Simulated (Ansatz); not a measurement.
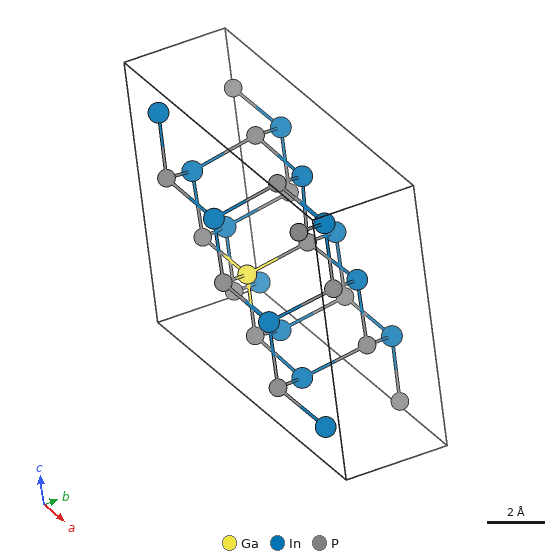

Ball-and-stick drawing of the structure, looking slightly off an axis. The edges of the supercell are marked. The host is InP, in a cell of 32 sites, and the cell carries a charge of +1.

Q: What defect is present?

A: Gallium on an indium site (a substitutional impurity). It is bonded to four P in a tetrahedral arrangement at about 2.4 Å.

The calculation used DFT PBE, scalar-relativistic, plane waves, PAW in Ansatz, with plane waves to 420 eV, the zone sampled with 2×2×2 points, Gaussian smearing of 0.02 eV, collinear spins.

Q: Is the defect magnetic?

A: No net moment.

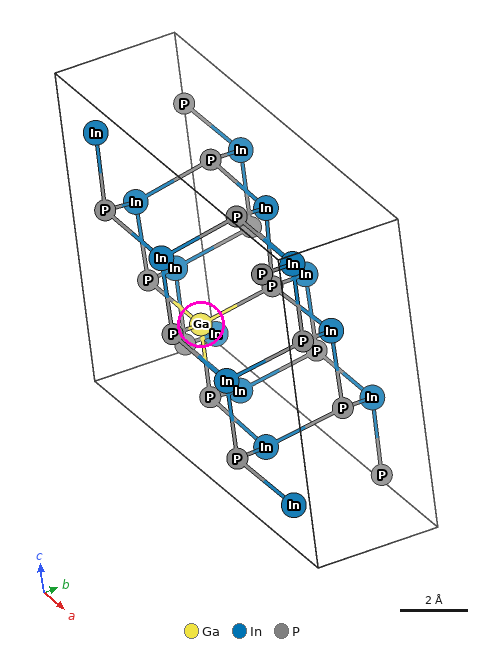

The same cell with a ring at the defect's site.

The atoms were relaxed in the host's cell with Ansatz 0.2.0, DFT PBE, scalar-relativistic, plane waves, PAW.
